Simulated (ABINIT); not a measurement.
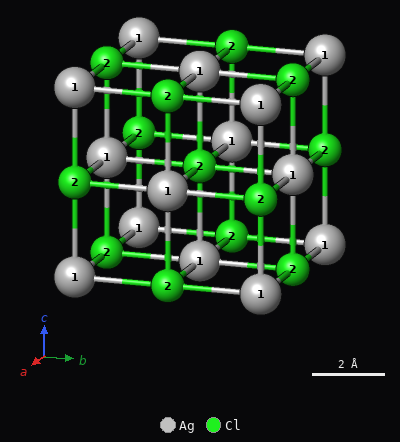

Fig. 1: The structure as given in the input (ball-and-stick view of the cell 4 times as large as that of the calculation, set on its symmetry axes, seen slightly off an axis; atoms are numbered from 1 in the order of the input).

**AgCl: dielectric calculation (part 1 of 2)**

AgCl (Fm-3m, 2 atoms in the cell), computed with Kohn-Sham DFT of a periodic cell, PBE, PseudoDojo NC SR PBE v0.4.1 standard, no spin polarisation (ABINIT 10.8.3).

The structure derives from an entry of the Crystallography Open Database.

Input file
```
ndtset 3

pp_dirpath "./"
pseudos "Ag.upf, Cl.upf"

acell 3*1.0 Angstrom
rprim
     0.0000000000     2.7350000000     2.7350000000
     2.7350000000     0.0000000000     2.7350000000
     2.7350000000     2.7350000000     0.0000000000
ntypat 2
znucl 47 17
natom 2
typat 1 2
xred
            0.0            0.0            0.0
            1/2            1/2            1/2

ecut 40.0

ngkpt 4 4 4
nshiftk 4
shiftk
     0.5000000000     0.5000000000     0.5000000000
     0.5000000000     0.0000000000     0.0000000000
     0.0000000000     0.5000000000     0.0000000000
     0.0000000000     0.0000000000     0.5000000000

ixc 11

nband 13
occopt 1

nstep 80
diemac 6.0

prteig 0
prtebands 0
prtwf 0
prtden 0
prtpot 0

kptopt1 1
tolvrs1 1.0e-15
prtwf1 1

iscf2 -3
rfelfd2 2
rfdir2 1 1 1
getwfk2 1
kptopt2 2
nqpt2 1
qpt2 0.0 0.0 0.0
tolwfr2 1.0e-18
prtwf2 1

rfelfd3 3
rfdir3 1 1 1
getwfk3 1
getddk3 2
kptopt3 2
nqpt3 1
qpt3 0.0 0.0 0.0
tolvrs3 1.0e-9
```

File mrgddb.in
```
merged_DDB
AgCl
2
runo_DS1_DDB
runo_DS3_DDB
```

File anaddb.abi
```
ddb_filepath "merged_DDB"
output_file "anaddb.abo"
outdata_prefix "ana"
asr 2
chneut 1
dipdip 1
dieflag 2
enunit 0
```

Command:
```bash
abinit run.abi > log 2>&1
mrgddb < mrgddb.in > mrgddb.log 2>&1
anaddb anaddb.abi > anaddb.log 2>&1
```

Log
```
.Version 10.8.3 of ABINIT
 DATASET    1 : space group Fm -3 m (#225); Bravais cF (face-center cubic)
================================================================================
 Values of the parameters that define the memory need for DATASET  1.
     intxc =       0    ionmov =       0      iscf =       7    lmnmax =       6
     lnmax =       6     mgfft =      45  mpssoang =       3    mqgrid =    3001
     natom =       2  nloc_mem =       1    nspden =       1   nspinor =       1
    nsppol =       1      nsym =      48    n1xccc =    2501    ntypat =       2
    occopt =       1   xclevel =       2
       mpw =        3353          nfft =       91125          nkpt =          10
================================================================================
================================================================================

 DATASET    2 : space group Fm -3 m (#225); Bravais cF (face-center cubic)
================================================================================
 Values of the parameters that define the memory need for DATASET  2 (RF).
     intxc =       0      iscf =      -3    lmnmax =       6     lnmax =       6
     mgfft =      45  mpssoang =       3    mqgrid =    3001     natom =       2
  nloc_mem =       1    nspden =       1   nspinor =       1    nsppol =       1
      nsym =      48    n1xccc =    2501    ntypat =       2    occopt =       1
   xclevel =       2
      nfft =       91125          nkpt =         128
================================================================================
================================================================================

 DATASET    3 : space group Fm -3 m (#225); Bravais cF (face-center cubic)
================================================================================
 Values of the parameters that define the memory need for DATASET  3 (RF).
     intxc =       0      iscf =       7    lmnmax =       6     lnmax =       6
     mgfft =      45  mpssoang =       3    mqgrid =    3001     natom =       2
  nloc_mem =       1    nspden =       1   nspinor =       1    nsppol =       1
      nsym =      48    n1xccc =    2501    ntypat =       2    occopt =       1
   xclevel =       2
      nfft =       91125          nkpt =         128
================================================================================
================================================================================

--------------------------------------------------------------------------------
------------- Echo of variables that govern the present computation ------------
--------------------------------------------------------------------------------
 -outvars: echo values of preprocessed input variables --------
            acell      1.8897261259E+00  1.8897261259E+00  1.8897261259E+00 Bohr
              amu      1.07868200E+02  3.54527000E+01
           diemac      6.00000000E+00
             ecut      4.00000000E+01 Hartree
           getddk1          0
           getddk2          0
           getddk3          2
           getwfk1          0
           getwfk2          1
           getwfk3          1
             iscf1          7
             iscf2         -3
             iscf3          7
              ixc          11
           jdtset        1    2    3
                       outvar_i_n : Printing only first  50 k-points.
           kptopt1          1
           kptopt2          2
           kptopt3          2
         kptrlatt        4   -4    4     -4    4    4     -4   -4    4
          kptrlen      4.13472076E+01
            natom           2
            nband1         13
            nband2         13
            nband3         13
           ndtset           3
            ngfft          45      45      45
             nkpt1         10
             nkpt2        128
             nkpt3        128
             nqpt1          0
             nqpt2          1
             nqpt3          1
            nstep          80
             nsym          48
           ntypat           2
        optdriver1          0
        optdriver2          1
        optdriver3          1
           prtden           0
        prtebands           0
           prteig           0
            prtwf1          1
            prtwf2          1
            prtwf3          0
           rfelfd1          0
           rfelfd2          2
           rfelfd3          3
            rprim      0.0000000000E+00  2.7350000000E+00  2.7350000000E+00
                       2.7350000000E+00  0.0000000000E+00  2.7350000000E+00
                       2.7350000000E+00  2.7350000000E+00  0.0000000000E+00
           shiftk      5.00000000E-01  5.00000000E-01  5.00000000E-01
          spgroup         225
           tolvrs1     1.00000000E-15
           tolvrs2     0.00000000E+00
           tolvrs3     1.00000000E-09
           tolwfr1     0.00000000E+00
           tolwfr2     1.00000000E-18
           tolwfr3     0.00000000E+00
            typat      1  2
                       outvars : Printing only first  50 k-points.
           xangst      0.0000000000E+00  0.0000000000E+00  0.0000000000E+00
                       2.7350000000E+00  2.7350000000E+00  2.7350000000E+00
            xcart      0.0000000000E+00  0.0000000000E+00  0.0000000000E+00
                       5.1684009544E+00  5.1684009544E+00  5.1684009544E+00
             xred      0.0000000000E+00  0.0000000000E+00  0.0000000000E+00
                       5.0000000000E-01  5.0000000000E-01  5.0000000000E-01
            znucl       47.00000   17.00000

================================================================================

 chkinp: Checking input parameters for consistency, jdtset=   1.

 chkinp: Checking input parameters for consistency, jdtset=   2.

 chkinp: Checking input parameters for consistency, jdtset=   3.

================================================================================
== DATASET  1 ==================================================================

--- !DatasetInfo
iteration_state: {dtset: 1, }
dimensions: {natom: 2, nkpt: 10, mband: 13, nsppol: 1, nspinor: 1, nspden: 1, mpw: 3353, }
cutoff_energies: {ecut:  40.0, pawecutdg:  -1.0, }
electrons: {nelect:   2.60000000E+01, charge:   0.00000000E+00, occopt:   1.00000000E+00, tsmear:   1.00000000E-02, }
meta: {optdriver: 0, ionmov: 0, optcell: 0, iscf: 7, paral_kgb: 0, }
...

 Exchange-correlation functional for the present dataset will be:
  GGA: Perdew-Burke-Ernzerhof functional - ixc=11
  J.P.Perdew, K.Burke, M.Ernzerhof, PRL 77, 3865 (1996)

 Real(R)+Recip(G) space primitive vectors, cartesian coordinates (Bohr,Bohr^-1):
 R(1)=  0.0000000  5.1684010  5.1684010  G(1)= -0.0967417  0.0967417  0.0967417
 R(2)=  5.1684010  0.0000000  5.1684010  G(2)=  0.0967417 -0.0967417  0.0967417
 R(3)=  5.1684010  5.1684010  0.0000000  G(3)=  0.0967417  0.0967417 -0.0967417
 Unit cell volume ucvol=  2.7612046E+02 bohr^3
 Angles (23,13,12)=  6.00000000E+01  6.00000000E+01  6.00000000E+01 degrees

 getcut: wavevector=  0.0000  0.0000  0.0000  ngfft=  45  45  45
         ecut(hartree)=     40.000   => boxcut(ratio)=   2.11440

--- Pseudopotential description ------------------------------------------------
- pspini: atom type   1  psp file is ./Ag.upf
  47.00000  19.00000  171031                  znucl, zion, pspdat
12 -101130 2 -1 1538                          pspcod,pspxc,lmax,lloc,mmax
     nproj     2     2     2

- pspini: atom type   2  psp file is ./Cl.upf
  17.00000   7.00000  171031                  znucl, zion, pspdat
12 -101130 2 -1 1028                          pspcod,pspxc,lmax,lloc,mmax
     nproj     2     2     2

   9.53821749E+02                                ecore*ucvol(ha*bohr**3)
--------------------------------------------------------------------------------

================================================================================

--- !BeginCycle
iteration_state: {dtset: 1, }
solver: {iscf: 7, nstep: 80, nline: 4, wfoptalg: 0, }
tolerances: {tolvrs: 1.00E-15, }
...

     iter   Etot(hartree)      deltaE(h)  residm     vres2
 ETOT  1  -169.57198876115    -1.696E+02 1.985E-01 6.185E+03
 ETOT  2  -169.82391093247    -2.519E-01 5.253E-02 1.477E+04
 ETOT  3  -171.26469670666    -1.441E+00 1.091E-02 1.751E+03
 ETOT  4  -171.36849403030    -1.038E-01 6.332E-04 7.665E+02
 ETOT  5  -171.42501125684    -5.652E-02 8.081E-04 2.064E+02
 ETOT  6  -171.44537594770    -2.036E-02 4.928E-04 1.911E+01
 ETOT  7  -171.44655586197    -1.180E-03 1.375E-05 8.053E+00
 ETOT  8  -171.44723355705    -6.777E-04 1.064E-05 1.898E+00
 ETOT  9  -171.44743877478    -2.052E-04 6.375E-06 4.963E-02
 ETOT 10  -171.44744471534    -5.941E-06 4.196E-07 2.043E-05
 ETOT 11  -171.44744474370    -2.836E-08 7.132E-09 1.800E-05
 ETOT 12  -171.44744474874    -5.036E-09 5.516E-10 7.277E-07
 ETOT 13  -171.44744474866     8.009E-11 5.975E-11 1.913E-06
 ETOT 14  -171.44744474890    -2.447E-10 5.221E-12 3.374E-07
 ETOT 15  -171.44744474895    -4.397E-11 5.439E-13 3.213E-08
 ETOT 16  -171.44744474895     2.444E-12 1.079E-13 3.029E-09
 ETOT 17  -171.44744474895    -1.933E-12 2.226E-14 3.387E-10
 ETOT 18  -171.44744474895    -5.969E-13 8.171E-16 1.561E-11
 ETOT 19  -171.44744474895    -4.320E-12 7.228E-17 8.555E-15
 ETOT 20  -171.44744474895     6.310E-12 4.352E-18 8.320E-15
 ETOT 21  -171.44744474895    -3.496E-12 3.163E-19 1.694E-14
 ETOT 22  -171.44744474894     5.144E-12 5.508E-20 4.480E-15
 ETOT 23  -171.44744474895    -6.906E-12 1.218E-20 8.684E-17

 At SCF step   23       vres2   =  8.68E-17 < tolvrs=  1.00E-15 =>converged.

 Cartesian components of stress tensor (hartree/bohr^3)
  sigma(1 1)= -1.28017256E-04  sigma(3 2)=  0.00000000E+00
  sigma(2 2)= -1.28017256E-04  sigma(3 1)=  0.00000000E+00
  sigma(3 3)= -1.28017256E-04  sigma(2 1)=  0.00000000E+00

--- !ResultsGS
iteration_state: {dtset: 1, }
comment   : Summary of ground state results
lattice_vectors:
- [  0.0000000,   5.1684010,   5.1684010, ]
- [  5.1684010,   0.0000000,   5.1684010, ]
- [  5.1684010,   5.1684010,   0.0000000, ]
lattice_lengths: [   7.30922,    7.30922,    7.30922, ]
lattice_angles: [ 60.000,  60.000,  60.000, ] # degrees, (23, 13, 12)
lattice_volume:   2.7612046E+02
convergence: {deltae: -6.906E-12, res2:  8.684E-17, residm:  1.218E-20, diffor: null, }
etotal    :  -1.71447445E+02
entropy   :   0.00000000E+00
fermie    :   1.83860219E-01
cartesian_stress_tensor: # hartree/bohr^3
- [ -1.28017256E-04,   0.00000000E+00,   0.00000000E+00, ]
- [  0.00000000E+00,  -1.28017256E-04,   0.00000000E+00, ]
- [  0.00000000E+00,   0.00000000E+00,  -1.28017256E-04, ]
pressure_GPa:   3.7664E+00
xred      :
- [  0.0000E+00,   0.0000E+00,   0.0000E+00, Ag]
- [  5.0000E-01,   5.0000E-01,   5.0000E-01, Cl]
cartesian_forces: # hartree/bohr
- [ -0.00000000E+00,  -0.00000000E+00,  -0.00000000E+00, ]
- [ -0.00000000E+00,  -0.00000000E+00,  -0.00000000E+00, ]
force_length_stats: {min:   0.00000000E+00, max:   0.00000000E+00, mean:   0.00000000E+00, }
...

 Integrated electronic density in atomic spheres:
 ------------------------------------------------
 Atom  Sphere_radius  Integrated_density
    1        2.00000         16.39686966
    2        2.00000          5.05278057
================================================================================

 ----iterations are completed or convergence reached----

 Mean square residual over all n,k,spin=   42.802E-22; max=  12.181E-21
 reduced coordinates (array xred) for    2 atoms
       0.000000000000      0.000000000000      0.000000000000
       0.500000000000      0.500000000000      0.500000000000
 rms dE/dt=  0.0000E+00; max dE/dt=  0.0000E+00; dE/dt below (all hartree)
    1       0.000000000000      0.000000000000      0.000000000000
    2       0.000000000000      0.000000000000      0.000000000000

 cartesian coordinates (angstrom) at end:
    1      0.00000000000000     0.00000000000000     0.00000000000000
    2      2.73500000000000     2.73500000000000     2.73500000000000

 cartesian forces (hartree/bohr) at end:
    1     -0.00000000000000    -0.00000000000000    -0.00000000000000
    2     -0.00000000000000    -0.00000000000000    -0.00000000000000
 frms,max,avg= 0.0000000E+00 0.0000000E+00   0.000E+00  0.000E+00  0.000E+00 h/b

 cartesian forces (eV/Angstrom) at end:
    1     -0.00000000000000    -0.00000000000000    -0.00000000000000
    2     -0.00000000000000    -0.00000000000000    -0.00000000000000
 frms,max,avg= 0.0000000E+00 0.0000000E+00   0.000E+00  0.000E+00  0.000E+00 e/A
 length scales=  1.889726125908  1.889726125908  1.889726125908 bohr
              =  1.000000000000  1.000000000000  1.000000000000 angstroms
 Fermi (or HOMO) energy (hartree) =   0.18386   Average Vxc (hartree)=  -0.38463
 Eigenvalues (hartree) for nkpt=  10  k points:
 kpt#   1, nband= 13, wtk=  0.09375, kpt= -0.1250 -0.2500  0.0000 (reduced coord)
  -3.11042   -1.77013   -1.77009   -1.77009   -0.36635    0.02796    0.06066    0.06353
   0.09740    0.10468    0.11679    0.13460    0.15476
 prteigrs : prtvol=0 or 1, do not print more k-points.

--- !EnergyTerms
iteration_state     : {dtset: 1, }
comment             : Components of total free energy in Hartree
kinetic             :  5.89582144839435E+01
hartree             :  4.95688705587648E+01
xc                  : -2.76854755743597E+01
Ewald energy        : -1.04948436514330E+02
psp_core            :  3.45436823355067E+00
local_psp           : -1.50994255467571E+02
non_local_psp       :  1.99269531049715E-01
total_energy        : -1.71447444748952E+02
total_energy_eV     : -4.66532263995021E+03
band_energy         : -1.60758919868804E+01
...

 Cartesian components of stress tensor (hartree/bohr^3)
  sigma(1 1)= -1.28017256E-04  sigma(3 2)=  0.00000000E+00
  sigma(2 2)= -1.28017256E-04  sigma(3 1)=  0.00000000E+00
  sigma(3 3)= -1.28017256E-04  sigma(2 1)=  0.00000000E+00

-Cartesian components of stress tensor (GPa)         [Pressure=  3.7664E+00 GPa]
- sigma(1 1)= -3.76639771E+00  sigma(3 2)=  0.00000000E+00
- sigma(2 2)= -3.76639771E+00  sigma(3 1)=  0.00000000E+00
- sigma(3 3)= -3.76639771E+00  sigma(2 1)=  0.00000000E+00

================================================================================
== DATASET  2 ==================================================================

--- !DatasetInfo
iteration_state: {dtset: 2, }
dimensions: {natom: 2, nkpt: 128, mband: 13, nsppol: 1, nspinor: 1, nspden: 1, mpw: 3353, }
cutoff_energies: {ecut:  40.0, pawecutdg:  -1.0, }
electrons: {nelect:   2.60000000E+01, charge:   0.00000000E+00, occopt:   1.00000000E+00, tsmear:   1.00000000E-02, }
meta: {optdriver: 1, rfelfd: 2, }
...

 mkfilename : getwfk/=0, take file _WFK from output of DATASET   1.

 Exchange-correlation functional for the present dataset will be:
  GGA: Perdew-Burke-Ernzerhof functional - ixc=11
  J.P.Perdew, K.Burke, M.Ernzerhof, PRL 77, 3865 (1996)

 Real(R)+Recip(G) space primitive vectors, cartesian coordinates (Bohr,Bohr^-1):
 R(1)=  0.0000000  5.1684010  5.1684010  G(1)= -0.0967417  0.0967417  0.0967417
 R(2)=  5.1684010  0.0000000  5.1684010  G(2)=  0.0967417 -0.0967417  0.0967417
 R(3)=  5.1684010  5.1684010  0.0000000  G(3)=  0.0967417  0.0967417 -0.0967417
 Unit cell volume ucvol=  2.7612046E+02 bohr^3
 Angles (23,13,12)=  6.00000000E+01  6.00000000E+01  6.00000000E+01 degrees
 setup1 : take into account q-point for computing boxcut.

 getcut: wavevector=  0.0000  0.0000  0.0000  ngfft=  45  45  45
         ecut(hartree)=     40.000   => boxcut(ratio)=   2.11440
--------------------------------------------------------------------------------

 ==>  initialize data related to q vector <==

 The list of irreducible perturbations for this q vector is:
    1)    idir= 1    ipert=   3
    2)    idir= 2    ipert=   3
    3)    idir= 3    ipert=   3
```
